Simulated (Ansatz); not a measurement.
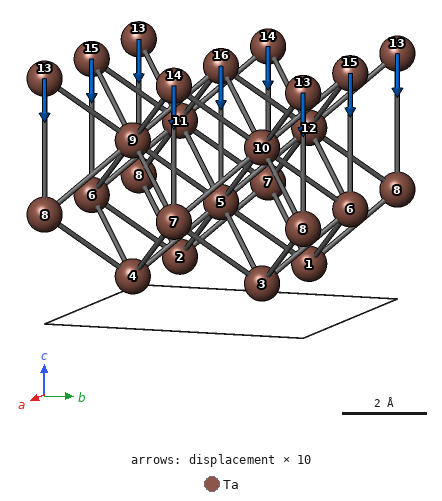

A constrained relaxation of a slab of composition Ta (cut from the Im-3m phase). The starting structure is drawn; blue arrows show the displacements, magnified 10 times.

Style: ball-and-stick. Shown: the cell of the calculation, outlined in the plane, without the vacuum, slightly off an axis.

Case: clean slab, lower planes held. The slab is the (1 0 0) face of Ta. 8 atoms are held fixed.

Theory: DFT PBE+D3(BJ), scalar-relativistic, plane waves, PAW (Ansatz 0.2.0).

Input
```yaml
crystal:
  lattice:
    - [6.5698933887, 0.0, 0.0]
    - [0.0, 6.5698933887, 0.0]
    - [0.0, 0.0, 20.9274200415]
  atoms:
    - { symbol: Ta, position: [0.25, 0.75, 0.3822735905] }
    - { symbol: Ta, position: [0.25, 0.25, 0.3822735905] }
    - { symbol: Ta, position: [0.75, 0.75, 0.3822735905] }
    - { symbol: Ta, position: [0.75, 0.25, 0.3822735905] }
    - { symbol: Ta, position: [0.5, 0.5, 0.4607578635] }
    - { symbol: Ta, position: [0.5, 0.0, 0.4607578635] }
    - { symbol: Ta, position: [0.0, 0.5, 0.4607578635] }
    - { symbol: Ta, position: [0.0, 0.0, 0.4607578635] }
    - { symbol: Ta, position: [0.75, 0.25, 0.5392421365] }
    - { symbol: Ta, position: [0.75, 0.75, 0.5392421365] }
    - { symbol: Ta, position: [0.25, 0.25, 0.5392421365] }
    - { symbol: Ta, position: [0.25, 0.75, 0.5392421365] }
    - { symbol: Ta, position: [0.0, 0.0, 0.6177264095] }
    - { symbol: Ta, position: [0.0, 0.5, 0.6177264095] }
    - { symbol: Ta, position: [0.5, 0.0, 0.6177264095] }
    - { symbol: Ta, position: [0.5, 0.5, 0.6177264095] }
basis:
  ecutwfc: 420
kpoints:
  mp_grid: { grid: [3, 3, 1] }
hamiltonian:
  xc: pbe
  dispersion: d3bj
scf:
  occupations: { method: gaussian, width: 0.1 }
output:
  forces: true
  eigenvalues: true
  write_density: true
  write_potential: true
  elf: true
  volumetric_format: npy
relax:
  adjacent_minimum: "off"
  f_tol: 0.03
  max_steps: 70
  constraints: [{ sites: [0, 1, 2, 3, 4, 5, 6, 7] }]
efield:
  axis: 3
  dipole_correction: true
  ramp_width: 0.04
```

Run as
```bash
ansatz run input.yaml --threads 4 --pin off --max-ram 10240MiB --backend cpu --events-out ev --progress --plain --runs-dir out
```

Question: What did the optimiser do to the structure, and how much energy did it gain?

Answer: The largest moves, 0.11 Å, are those of Ta13, Ta14, Ta15 and Ta16. Ta13 goes along the normal (−c). The cell stays as it was. Near-neighbour distances that change, for instance: Ta5–Ta16 3.285 → 3.177 Å, Ta10–Ta13 2.845 → 2.785 Å. Bond angles that change, for instance: Ta9–Ta16–Ta12 109.5° → 113.0°. The energy falls by 0.144 eV per cell of the calculation in 4 geometry steps. Largest force component: 0.67 eV/Å at the start, 0.00071 eV/Å at the end.
